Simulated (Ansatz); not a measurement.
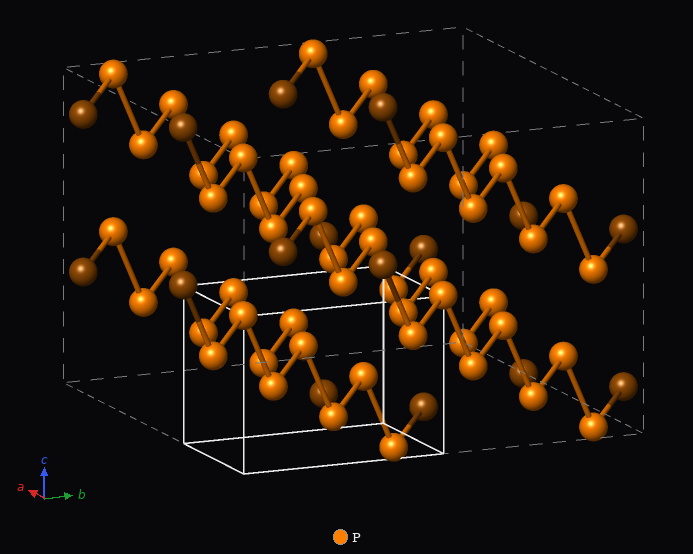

Crystal structure, ball-and-stick style, seen from a general direction. The structure is repeated 3×2×2 times; solid lines mark one conventional unit cell. Every bond is drawn to its end, so some atoms lie outside the box, in fainter colours.

Describe the crystal.

The element is phosphorus. The symmetry is that of Imma (No. 74), on a body-centred orthorhombic lattice. The cell holds four atoms. Around each P lie two P in a bent arrangement. The bonds build P chains along [100].

The structure was taken from a structure listed in the Materials Project. The cell was then strained or its atoms displaced on purpose. It was run through Ansatz as a DFT input.

At this level of theory the run's own cell isn't at rest (compressed, at 5 GPa and forces up to 2.1 eV/Å), so its distances can differ from those at equilibrium, the more so the softer the solid.
